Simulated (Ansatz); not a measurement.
Read the following structure.

```cif
data_structure
_symmetry_space_group_name_H-M 'P 1'
_symmetry_Int_Tables_number 1
_cell_length_a 6.5258
_cell_length_b 6.5258
_cell_length_c 8.4654
_cell_angle_alpha 90.000
_cell_angle_beta 90.000
_cell_angle_gamma 120.000
_cell_volume 312.21
loop_
_atom_site_label
_atom_site_type_symbol
_atom_site_fract_x
_atom_site_fract_y
_atom_site_fract_z
_atom_site_occupancy
C1 C 0.17017 0.82966 0.17650 1
C2 C 0.59576 0.97830 0.17991 1
C3 C 0.31175 0.54807 0.18637 1
C4 C 0.02505 0.12541 0.14841 1
C5 C 0.73278 0.68576 0.17869 1
C6 C 0.45080 0.26193 0.18257 1
C7 C 0.87961 0.40455 0.18352 1
C8 C 0.16283 0.81092 0.63872 1
C9 C 0.59144 0.95367 0.63866 1
C10 C 0.30564 0.52509 0.63898 1
C11 C 0.01994 0.09652 0.63730 1
C12 C 0.73425 0.66804 0.63872 1
C13 C 0.44845 0.23936 0.63873 1
C14 C 0.87709 0.38225 0.63903 1
C15 C 0.12050 0.59607 0.18351 1
C16 C 0.54928 0.73869 0.18254 1
C17 C 0.26733 0.31484 0.17866 1
C18 C 0.97507 0.87518 0.14858 1
C19 C 0.68834 0.45254 0.18638 1
C20 C 0.40435 0.02233 0.17988 1
C21 C 0.82996 0.17095 0.17649 1
C22 C 0.35329 0.76323 0.63907 1
C23 C 0.78189 0.90610 0.63787 1
C24 C 0.49615 0.47750 0.63898 1
C25 C 0.21038 0.04894 0.63787 1
C26 C 0.92473 0.62040 0.63905 1
C27 C 0.63896 0.19175 0.63896 1
C28 C 0.06754 0.33455 0.63837 1
O1 O 0.00000 0.00000 0.00000 1
```

**Interpret the file: composition, symmetry and coordination.**

The structure is one of C28O. Symmetry: P1 (translations only). Cell content 28 C, 1 O; Z = 1. The coordination shell of O holds two C in a bent arrangement at 1.46 Å. The bonds build C14O and C layers parallel to (001).

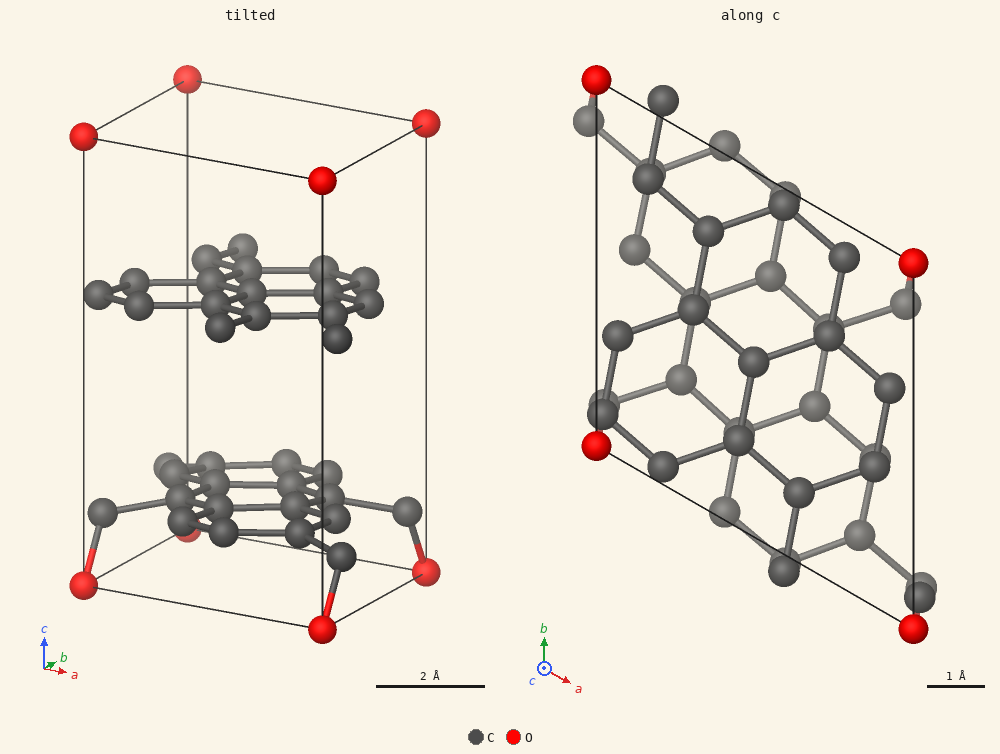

Crystal structure, ball-and-stick style, seen slightly off an axis and along the c axis. The lines enclose the simulation cell; boundary atoms appear with their images.

Its origin is a structure listed in the Materials Project, repeated into a supercell with a point defect put in. The cell was then strained or its atoms displaced on purpose. The atoms were relaxed in a fixed cell with Ansatz, DFT PBE, scalar-relativistic, plane waves, PAW.
